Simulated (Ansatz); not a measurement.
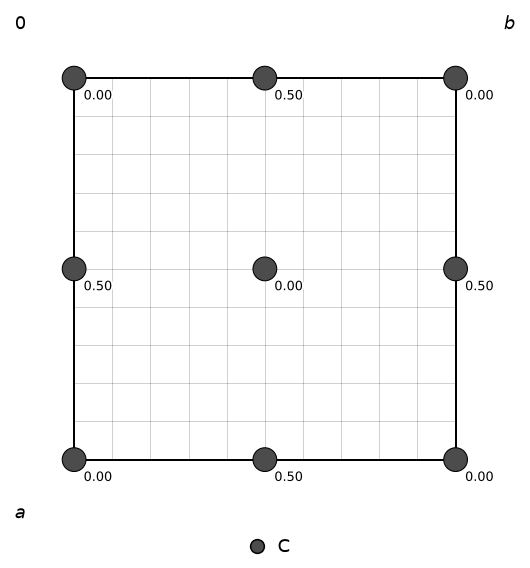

Plan of a unit cell projected along c (a down the page, b across); the numbers are heights as fractions of c, and atoms on the cell's edges are repeated. The grid marks tenths of a and b. Source: the input geometry of an electronic-structure calculation (not necessarily at equilibrium); the starting structure was generated, so it need not be a known form of this composition. All values are computed from the atomic coordinates in the standard setting (tolerance 0.002 Å).

a = 3.036 Å, b = 3.036 Å, c = 3.036 Å, α = 90.00°, β = 90.00°, γ = 90.00°.

What does the cell contain?

4 C: C, Z = 4.

Which space group?

Fm-3m, No. 225, face-centred cubic.

Give the fractional coordinates of all atoms, to two places.

```tsv
atom	x	y	z
C	0.00	0.00	0.00
C	0.00	0.50	0.50
C	0.50	0.00	0.50
C	0.50	0.50	0.00
```
